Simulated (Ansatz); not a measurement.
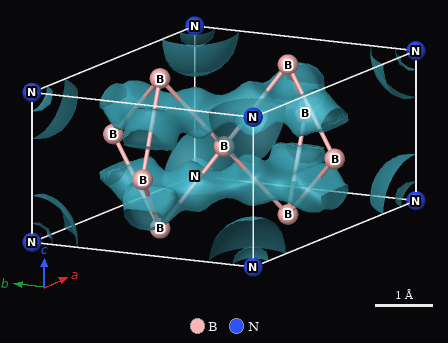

*B₅N. Isosurface of the electron localisation function at 0.65 (cyan), seen at an oblique angle. Only the valence region is drawn (cores and ρ < 0.01 e/Å³ removed). Sticks mark near contacts.*

Space group P6/mmm; a structure generated by program, which may or may not match a known phase; spin-polarised.

The calculation used DFT PBE, scalar-relativistic, plane waves, PAW in Ansatz.

Core electrons are frozen (PAW), and the valence fields are smoothed inside the atomic spheres.

### What do the ELF domains correspond to?

At this value the surface marks out one region wrapped around N (its valence shell) and sheets that run through the cell in two directions, counted in one cell of 6 atoms. Any copies at cell faces, edges or corners count once. Profiles from the grid: B–B (1.86 Å): the ELF peaks at about 0.80 between the atoms. B–N (2.33 Å): the ELF peaks at about 0.80 in the valence shell of N, 0.6 Å from its nucleus, and drops to about 0.15 between the two atoms.

### Which magnetic arrangement did the calculation end in?

Parallel moments, as they must be, since the calculation's own cell holds one magnetic site; site moments N: +0.5 μB in one cell of 6 atoms.

### Does the calculation give a band gap?

It is gapless in this calculation (a metal or semimetal).
